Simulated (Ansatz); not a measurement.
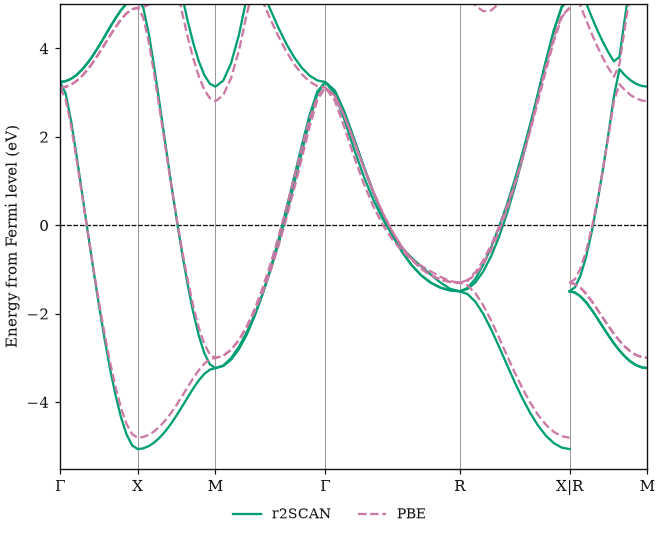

Band structures of Bi, space group Pm-3m, 1 atom in the cell, by two methods on the same cell. Each is counted from its own Fermi level.

### What changes from one method to the other?

Both give a metal. The 3 bands that come within 1 eV of the Fermi level differ by 0.17 eV on average and by 0.40 eV at most (between X and M).

Settings. r2SCAN: DFT r2SCAN, scalar-relativistic, plane waves, PAW, no spin polarisation, 16×16×16 k mesh, 500 eV cutoff (Ansatz). PBE: DFT PBE, scalar-relativistic, plane waves, PAW, no spin polarisation, 16×16×16 k mesh, 420 eV cutoff, Gaussian smearing of 0.1 eV (Ansatz 0.2.0).

The structure is an invented one, so it need not be a known or stable phase. Spin-orbit coupling is left out, which matters for Bi.
